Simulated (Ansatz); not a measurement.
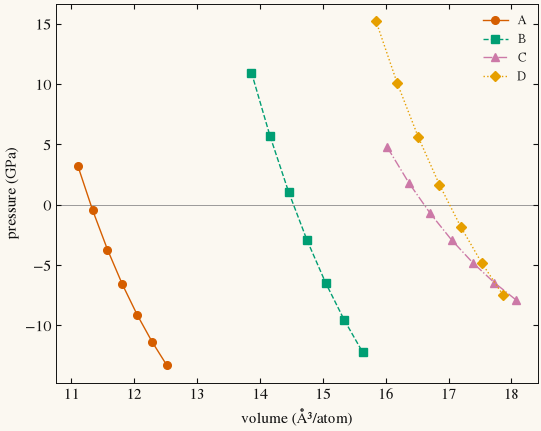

The figure shows the pressure against volume, with one curve for each element, for Ag, Au, Cu and Pd (all in space group Fm-3m (No. 225)). The labels are replaced by letters.

Computed with Ansatz 0.2.0: all-electron LAPW DFT, no spin polarisation; energies at scaled volumes of the given cell, shape and fractions fixed, counted from the fit's minimum, third-order Birch-Murnaghan fit. Level: PBEsol.

- occupations: Fermi–Dirac
- smearing width: 0.05 eV
- potentials: all electron LAPW, scalar relativistic

Q: Which letter stands for which compound?

A: A: Cu; B: Pd; C: Ag; D: Au.

Keep in mind: spin-orbit coupling left out, heavy elements (Au).
